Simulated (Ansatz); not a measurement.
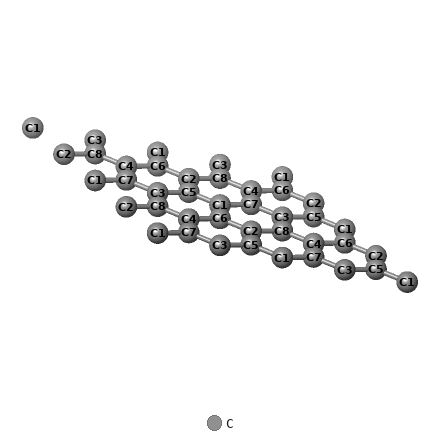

The system is Si on a two-dimensional sheet of C (8 atoms of substrate and one adsorbate in a 2 × 2 cell); the picture shows it without the atoms that are moved over the map. Si is moved over the surface cell at a fixed height above a rigid substrate; the origin of the map has the adsorbate above C1; the height is held at 3.40 Å. Places are given modulo a cell vector. The map is drawn in real space over the plane of the surface. The grid has 6 × 6 points; 7 points were computed and 29 follow by symmetry. Places are given in fractions of the 1 × 1 surface cell. All energies are given in meV relative to the lowest grid point. At a fixed height the lowest place need not be the adsorption site. Level of theory: DFT PBE+D3(BJ), scalar-relativistic, plane waves, PAW in Ansatz 0.2.0. Settings: cutoff 420 eV, k-mesh 6×6×1, gaussian smearing 0.1 eV, spin-polarised.

Range: position of Si9 along the first surface vector from 0.000 to 0.833; position of Si9 along the second surface vector from 0.000 to 0.833.

### What landscape does the calculation give?

The lowest grid point is at a sixfold hollow, (2/6, 4/6) of the cell vectors. It is the only kind of minimum in the scanned range. The highest grid point, the top site over a surface C atom, (0/6, 0/6) of the cell vectors, lies 11.5 meV above the lowest. At the lowest point the adsorbate has 6 C at 3.69 Å as nearest neighbours, at the highest 1 C at 3.40 Å.

```
second ↓, first →   0/6   1/6   2/6   3/6   4/6   5/6
              5/6  10.0   5.2   1.6   1.6   5.2  10.0
              4/6   6.8   1.6   0.0   1.6   6.8  10.2
              3/6   5.2   1.6   1.6   5.2  10.0  10.0
              2/6   6.8   5.2   6.8  10.0  11.5  10.0
              1/6  10.0  10.0  10.2  10.0  10.0  10.2
              0/6  11.5  10.0   6.8   5.2   6.8  10.0
```

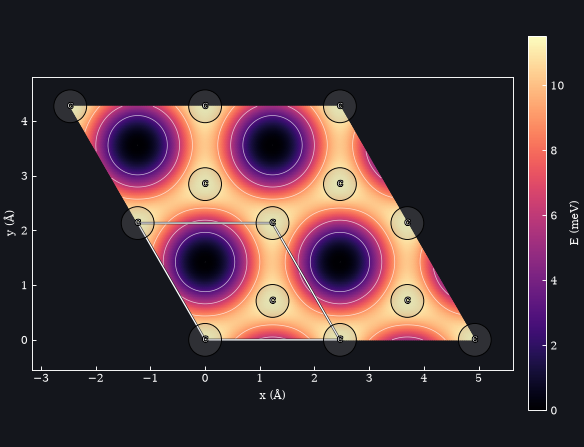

The picture shows a smooth colour map with a few white contour lines, labelled circles for the atoms of the top layer, the outline of one cell of the 2 × 2 shown. Between grid points the surface is interpolated.

Each point was launched as `ansatz run input.yaml --threads 1 --pin off --max-ram 3072MiB --backend cpu --events-out ev --progress --plain --runs-dir out`. The whole map (7 points run) took 5.3 min on 1 thread of Arm Neoverse V1 (shared host).

PAW datasets: the set soft_1.
